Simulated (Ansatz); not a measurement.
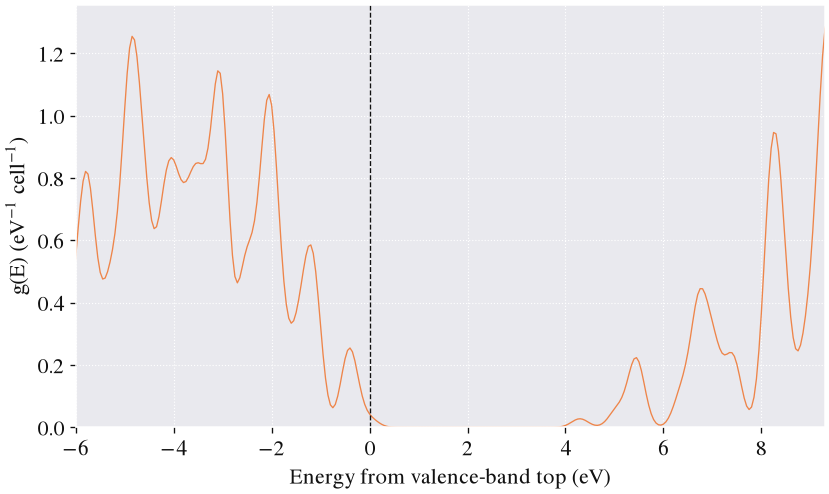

Density of states. Energies are counted from the top of the valence band. The curve is built from the levels of the k mesh with Gaussians 0.4 eV wide, which also blur the band edges.

Calculation on BN, space group F-43m (No. 216), 2 atoms in the cell, zincblende type.

Method: DFT, PBEsol, plane waves, PAW, no spin polarisation, 8×8×8 k mesh (Ansatz 0.2.0).

Q: Metal or insulator, going by the density of states?

A: There is a gap; over the k points computed it is 4.29 eV (indirect; the smallest direct gap is 8.79 eV).
